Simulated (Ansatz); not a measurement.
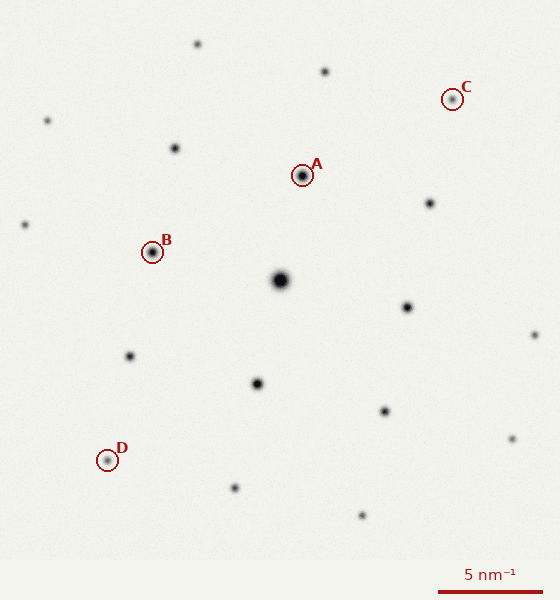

Computed electron diffraction pattern, 200 kV, single scattering only, B = 0.8 Å². The zone axis points towards the electron source and the pattern is seen from the source side.

The sample is Ta, space group Pm-3m (No. 221), a = 2.755 Å. Structure: coordinates from a relaxation with DFT, revPBE, plane waves (420 eV) with PAW, scalar-relativistic (Ansatz); the starting structure was generated, so it need not be a known form of this composition.

Spot A is indexed 0 -1 1 and spot B 1 -1 -1.

Index the other marked spots.

C = 2A − B = -1 -1 3 (d = 0.831 Å). D = −2A + B = 1 1 -3 (d = 0.831 Å).

Find the zone axis.

The cross product of A and B is parallel to [211]; every spot obeys hu + kv + lw = 0.
